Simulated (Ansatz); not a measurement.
**Geometry relaxation of Si (part 1 of 2)**

The run: geometry relaxation of Si (6 atoms in the cell). Method and program: DFT PBE, scalar-relativistic, plane waves, PAW, no spin polarisation (Ansatz 0.2.0).

The structure was made by a generator, so it may or may not be a known phase. Figures and captions count atoms from 1; the log counts them from 0 in places.

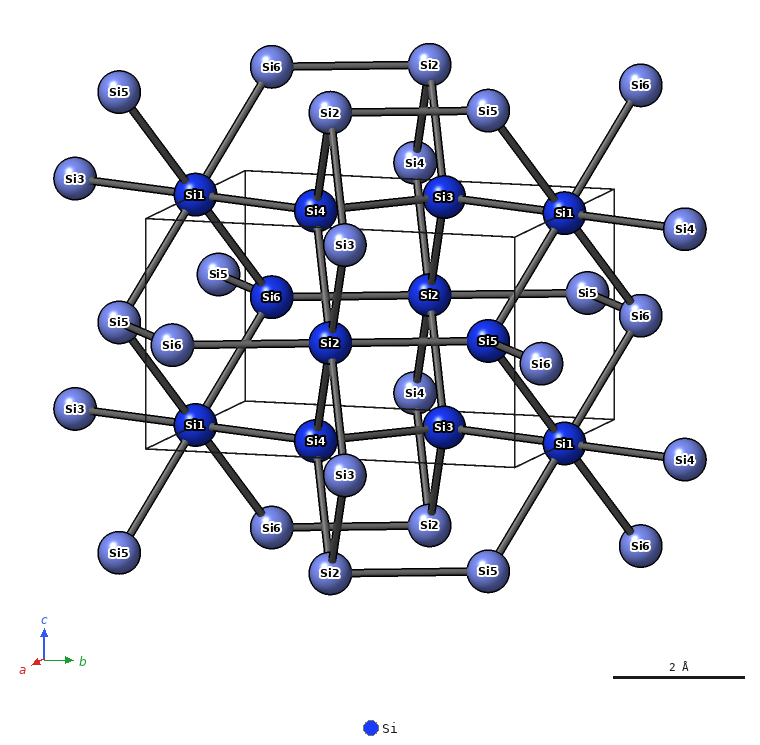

Fig. 1: The input geometry (ball-and-stick view of the cell of the calculation, seen slightly off an axis; neighbours outside the cell are drawn fainter; atoms are numbered from 1 in the order of the input). An atom can appear more than once, as a periodic image.

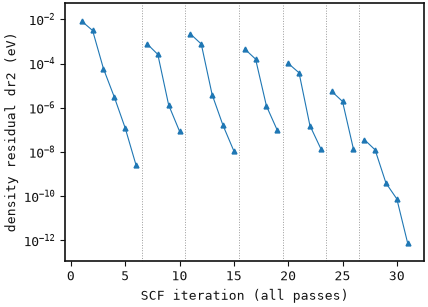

Fig. 2: Convergence of the self-consistent field: density residual dr2 against the SCF iteration. The dotted lines part the SCF passes of the relaxation: geometry steps, rejected trials and re-solves on a re-selected basis. The 7 passes take 3 to 6 iterations each, 31 in all.

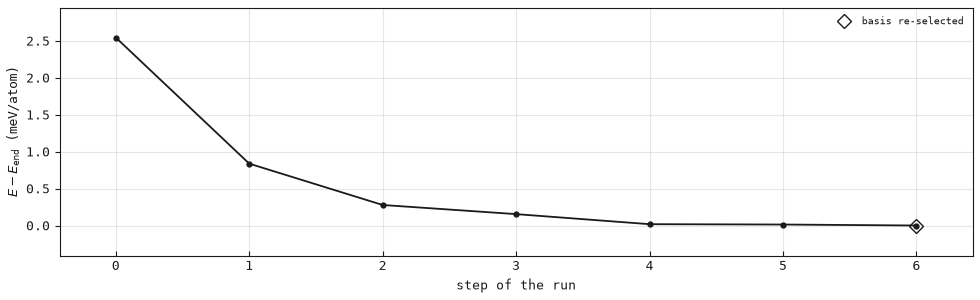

Fig. 3: Progress of the relaxation, step by step (the first geometry is step 0 here and step 1 in the log).

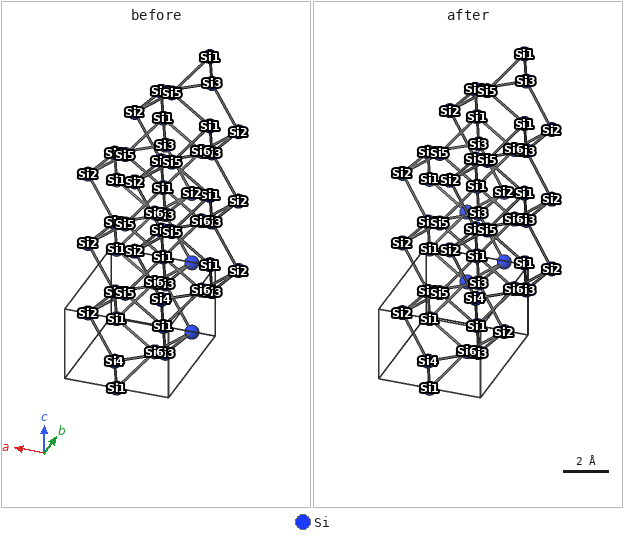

Fig. 4: Before (left) and after (right) the relaxation, at one scale (ball-and-stick view of the cell of the calculation, repeated 1 × 2 × 3, seen at an oblique angle). The energy falls by 2.5 meV per atom in 5 geometry steps. The largest force component goes from 0.15 to 0.0018 eV/Å. The pressure goes from 0.17 to 0.02 GPa. The largest moves relative to the cell, 0.015 Å, are those of Si3, Si4, Si5 and Si6. Cell: a 4.976 → 4.880 Å (−1.9 %), b 5.963 → 6.065 Å (+1.7 %), c 3.586 → 3.599 Å (+0.3 %). Volume +0.1 %. Among the contacts that change: Si1–Si3 2.437 → 2.462 Å, Si3–Si4 2.386 → 2.403 Å, Si1–Si5 2.479 → 2.465 Å. The space group stays Pnnm (No. 58). A last SCF at the same geometry on a re-selected plane-wave basis shifts the energy by next to nothing (0.0 meV per atom). (Atoms are counted from 1 in the order of the input.)

The input and output of the run follow.

**Input file**
```yaml
crystal:
  lattice:
    - [4.9757005942, 0.0, 0.0]
    - [0.0, 5.962516494, 0.0]
    - [0.0, 0.0, 3.5862860903]
  atoms:
    - { symbol: Si, position: [0.5, 0.0, 0.0] }
    - { symbol: Si, position: [0.0, 0.5, 0.5] }
    - { symbol: Si, position: [0.3108991176, 0.6230130147, 0.0] }
    - { symbol: Si, position: [0.6891008824, 0.3769869853, 0.0] }
    - { symbol: Si, position: [0.8108991176, 0.8769869853, 0.5] }
    - { symbol: Si, position: [0.1891008824, 0.1230130147, 0.5] }
basis:
  ecutwfc: 420
kpoints:
  mp_grid: { grid: [8, 6, 10] }
hamiltonian:
  xc: pbe
scf:
  occupations: { method: gaussian, width: 0.1 }
output:
  forces: true
  stress: true
  eigenvalues: true
relax:
  adjacent_minimum: "off"
  f_tol: 0.01
  max_steps: 80
  cell: { stress_tol: 0.05 }
```

Run as:
```bash
ansatz run input.yaml --threads 1 --pin off --max-ram 2560MiB --backend cpu --events-out ev --progress --plain --runs-dir out
```

**Output**
```
Engine: ansatz 0.2.0, x86_64-unknown-linux-gnu
Pseudopotentials: kind: paw
Pseudopotential: Si, paw, valence charge 4, recommended cutoff 420 eV (normal), Si.paw.azcp
Functional definition: PBE
  parameter kappa = 0.804
  parameter beta = 0.06672455060314922
  exchange = pbe_x(kappa = kappa, mu = beta*pi^2/3)
  correlation = pbe_c(beta = beta)
Crystal: 6 atoms, lattice volume = 106.397 Å³
Basis set: ecut = 420 eV, 2089 PW (Γ), exchange–correlation on 72×80×48 points (8 copies of the dense FFT grid, shifted against one another)
Bands: 18, of which v1, the nominal top of the filled ones, is band 12 counted from 1 (11 counted from 0)
Symmetry: 8 space group operations
Space group: Pnnm (ITA 58), of the structure as read, at distance tolerance 4.7e-5 Å
k-points: 120 of 480
Non-local potential: Si, projectors of the file, l = 0: 2, l = 1: 2, l = 2: 2
PAW form: soft (Blöchl's): semilocal exchange-correlation on the pseudo side does not see the compensation charge
PAW one-centre angular grid: Si, 110 points (default); XC on 64 Gauss nodes
Initial density: superposition of atomic densities (neutral atoms: chi_scale 0, normalization atom), corrected by the library's trained network
Initial wavefunctions: pseudopotential atomic-orbital guess
Functional: x = pbe(κ = 0.804, μ = 0.2195149727645171), c = pbe(β = 0.06672455060314922)
SCF iter   1: F=—  HF=-3812.488412 eV  |F-HF|=—  |Δ(HF+E_count)|=         —  Δρ=2.67e-3  dr2=8.23e-3  ethr=1.77e-3  ⟨swp⟩=6.4  Hψ=13330  notcnv=0
preconditioner: auto → Kerker (q_TF=auto, 2.129 Å⁻¹)  [metal: Δε(μ)=0.011 eV  Ē_g=7.512 eV  σ=0.100 eV  W_gap=0.06  n_scr=16 (ndim 8)  ℏωp=17.6 eV  f_vac=0.000  D(μ)=2.97/eV (n_scr^D=20)]
SCF iter   2: F=—  HF=-3812.488118 eV  |F-HF|=—  |Δ(HF+E_count)|=   2.94e-4  Δρ=1.62e-3  dr2=3.13e-3  ethr=3.43e-5  ⟨swp⟩=1.9  Hψ=3709  notcnv=0
SCF iter   3: F=—  HF=-3812.487861 eV  |F-HF|=—  |Δ(HF+E_count)|=   2.57e-4  Δρ=1.95e-4  dr2=5.83e-5  ethr=1.30e-5  ⟨swp⟩=2.3  Hψ=3475  notcnv=0
SCF iter   4: F=—  HF=-3812.488030 eV  |F-HF|=—  |Δ(HF+E_count)|=   1.68e-4  Δρ=4.99e-5  dr2=3.02e-6  ethr=2.43e-7  ⟨swp⟩=2.0  Hψ=3468  notcnv=0
SCF iter   5: F=—  HF=-3812.488031 eV  |F-HF|=—  |Δ(HF+E_count)|=   1.46e-6  Δρ=1.16e-5  dr2=1.21e-7  ethr=1.26e-8  ⟨swp⟩=2.3  Hψ=3486  notcnv=0
SCF iter   6: F=-3812.488031 eV  HF=-3812.488031 eV  |F-HF|=6.79e-10  |Δ(HF+E_count)|=   8.50e-8  Δρ=1.51e-6  dr2=2.53e-9  ethr=4.17e-10  ⟨swp⟩=7.3  Hψ=10132  notcnv=0
SCF 1 converged in 6 iterations: F = -3812.488031 eV  dr2 = 2.53e-9
  greatest PAW one-centre occupation: 0.677 electrons in one spin orbital (limit 2), on the Si atom at site 5 (counted from 0), in its partial waves of l = 0
relax step   1: F+E_penalty+E_count = -3812.48803145 eV  Δ(F+E_penalty+E_count) = +0.000e0 eV  max|allowed force component| = 1.474e-1 eV/Å  Δτ_max = 0.0000 Å  P = +0.170 GPa  Ω = 106.397 Å³  (6 SCF iters, dr2 threshold 1.00e-7 eV, accepted)
Crystal: 6 atoms, lattice volume = 106.452 Å³
Basis set: ecut = 420 eV, 2077 PW (Γ), exchange–correlation on 72×80×48 points (8 copies of the dense FFT grid, shifted against one another)
Initial density: handed on by an earlier stage of this run
Initial wavefunctions: those handed on with the density
iter 1 solved again at ethr=2.75e-6 eV; its pass at ethr=3.10e-3 eV (dr2=6.61e-4 eV) is discarded
SCF iter   1: F=—  HF=-3812.498198 eV  |F-HF|=—  |Δ(HF+E_count)|=         —  Δρ=9.51e-4  dr2=7.88e-4  ethr=2.75e-6  ⟨swp⟩=2.5  Hψ=14333  notcnv=0
preconditioner: auto → Kerker (q_TF=auto, 2.128 Å⁻¹)  [metal: Δε(μ)=0.019 eV  Ē_g=7.510 eV  σ=0.100 eV  W_gap=0.11  n_scr=16 (ndim 8)  ℏωp=17.6 eV  f_vac=0.000  D(μ)=2.57/eV (n_scr^D=14)]
SCF iter   2: F=—  HF=-3812.498118 eV  |F-HF|=—  |Δ(HF+E_count)|=   8.07e-5  Δρ=5.60e-4  dr2=2.60e-4  ethr=2.75e-6  ⟨swp⟩=1.0  Hψ=2160  notcnv=0
SCF iter   3: F=—  HF=-3812.498274 eV  |F-HF|=—  |Δ(HF+E_count)|=   1.56e-4  Δρ=4.15e-5  dr2=1.33e-6  ethr=1.08e-6  ⟨swp⟩=2.0  Hψ=3530  notcnv=0
SCF iter   4: F=-3812.498274 eV  HF=-3812.498274 eV  |F-HF|=2.24e-9  |Δ(HF+E_count)|=   3.11e-7  Δρ=8.30e-6  dr2=8.67e-8  ethr=2.50e-9  ⟨swp⟩=5.7  Hψ=10149  notcnv=0
SCF 2 converged in 4 iterations: F = -3812.498274 eV  dr2 = 8.67e-8
relax step   2: F+E_penalty+E_count = -3812.49827416 eV  Δ(F+E_penalty+E_count) = -1.024e-2 eV  max|allowed force component| = 7.861e-2 eV/Å  Δτ_max = 0.0074 Å  P = +0.098 GPa  Ω = 106.452 Å³  energy of the carried Pulay correction = -7.391e-6 eV  (4 SCF iters, dr2 threshold 6.00e-7 eV, accepted)
Crystal: 6 atoms, lattice volume = 106.442 Å³
Basis set: ecut = 420 eV, 2045 PW (Γ), exchange–correlation on 72×80×48 points (8 copies of the dense FFT grid, shifted against one another)
iter 1 solved again at ethr=8.62e-6 eV; its pass at ethr=3.10e-3 eV (dr2=2.07e-3 eV) is discarded
SCF iter   1: F=—  HF=-3812.501783 eV  |F-HF|=—  |Δ(HF+E_count)|=         —  Δρ=1.52e-3  dr2=2.18e-3  ethr=8.62e-6  ⟨swp⟩=1.9  Hψ=14686  notcnv=0
preconditioner: auto → Kerker (q_TF=auto, 2.129 Å⁻¹)  [metal: Δε(μ)=0.005 eV  Ē_g=7.509 eV  σ=0.100 eV  W_gap=0.03  n_scr=16 (ndim 8)  ℏωp=17.6 eV  f_vac=0.000  D(μ)=2.26/eV (n_scr^D=10)]
SCF iter   2: F=—  HF=-3812.501519 eV  |F-HF|=—  |Δ(HF+E_count)|=   2.63e-4  Δρ=9.10e-4  dr2=7.67e-4  ethr=8.62e-6  ⟨swp⟩=1.0  Hψ=2160  notcnv=0
SCF iter   3: F=—  HF=-3812.501411 eV  |F-HF|=—  |Δ(HF+E_count)|=   1.09e-4  Δρ=6.72e-5  dr2=3.94e-6  ethr=3.20e-6  ⟨swp⟩=2.0  Hψ=3594  notcnv=0
SCF iter   4: F=—  HF=-3812.501632 eV  |F-HF|=—  |Δ(HF+E_count)|=   2.21e-4  Δρ=1.15e-5  dr2=1.61e-7  ethr=2.50e-9  ⟨swp⟩=6.2  Hψ=10982  notcnv=0
SCF iter   5: F=-3812.501632 eV  HF=-3812.501632 eV  |F-HF|=3.03e-9  |Δ(HF+E_count)|=   1.49e-8  Δρ=2.72e-6  dr2=1.11e-8  ethr=6.72e-10  ⟨swp⟩=2.0  Hψ=7603  notcnv=0
SCF 3 converged in 5 iterations: F = -3812.501632 eV  dr2 = 1.11e-8
relax step   3: F+E_penalty+E_count = -3812.50163205 eV  Δ(F+E_penalty+E_count) = -3.358e-3 eV  max|allowed force component| = 2.598e-2 eV/Å  Δτ_max = 0.0094 Å  P = +0.014 GPa  Ω = 106.442 Å³  energy of the carried Pulay correction = -6.137e-6 eV  (5 SCF iters, dr2 threshold 6.00e-7 eV, accepted)
Crystal: 6 atoms, lattice volume = 106.661 Å³
Basis set: ecut = 420 eV, 2057 PW (Γ), exchange–correlation on 72×80×48 points (8 copies of the dense FFT grid, shifted against one another)
iter 1 solved again at ethr=1.54e-6 eV; its pass at ethr=3.10e-3 eV (dr2=3.70e-4 eV) is discarded
SCF iter   1: F=—  HF=-3812.502202 eV  |F-HF|=—  |Δ(HF+E_count)|=         —  Δρ=6.94e-4  dr2=4.56e-4  ethr=1.54e-6  ⟨swp⟩=2.5  Hψ=14292  notcnv=0
preconditioner: auto → Kerker (q_TF=auto, 2.128 Å⁻¹)  [metal: Δε(μ)=0.008 eV  Ē_g=7.507 eV  σ=0.100 eV  W_gap=0.04  n_scr=16 (ndim 8)  ℏωp=17.6 eV  f_vac=0.000  D(μ)=2.36/eV (n_scr^D=10)]
SCF iter   2: F=—  HF=-3812.502168 eV  |F-HF|=—  |Δ(HF+E_count)|=   3.34e-5  Δρ=4.14e-4  dr2=1.59e-4  ethr=1.54e-6  ⟨swp⟩=1.0  Hψ=2160  notcnv=0
SCF iter   3: F=—  HF=-3812.502374 eV  |F-HF|=—  |Δ(HF+E_count)|=   2.05e-4  Δρ=3.42e-5  dr2=1.20e-6  ethr=6.62e-7  ⟨swp⟩=2.0  Hψ=3507  notcnv=0
SCF iter   4: F=-3812.502374 eV  HF=-3812.502374 eV  |F-HF|=2.71e-8  |Δ(HF+E_count)|=   2.14e-7  Δρ=9.72e-6  dr2=9.53e-8  ethr=1.89e-9  ⟨swp⟩=5.6  Hψ=10116  notcnv=0
SCF 4 converged in 4 iterations: F = -3812.502374 eV  dr2 = 9.53e-8
  greatest PAW one-centre occupation: 0.678 electrons in one spin orbital (limit 2), on the Si atom at site 5 (counted from 0), in its partial waves of l = 0
relax step   4: F+E_penalty+E_count = -3812.50237386 eV  Δ(F+E_penalty+E_count) = -7.418e-4 eV  max|allowed force component| = 3.291e-2 eV/Å  Δτ_max = 0.0145 Å  P = +0.007 GPa  Ω = 106.661 Å³  energy of the carried Pulay correction = -3.555e-5 eV  (4 SCF iters, dr2 threshold 4.55e-7 eV, accepted)
Crystal: 6 atoms, lattice volume = 106.594 Å³
Basis set: ecut = 420 eV, 2069 PW (Γ), exchange–correlation on 72×80×48 points (8 copies of the dense FFT grid, shifted against one another)
iter 1 solved again at ethr=4.05e-7 eV; its pass at ethr=3.10e-3 eV (dr2=9.72e-5 eV) is discarded
```
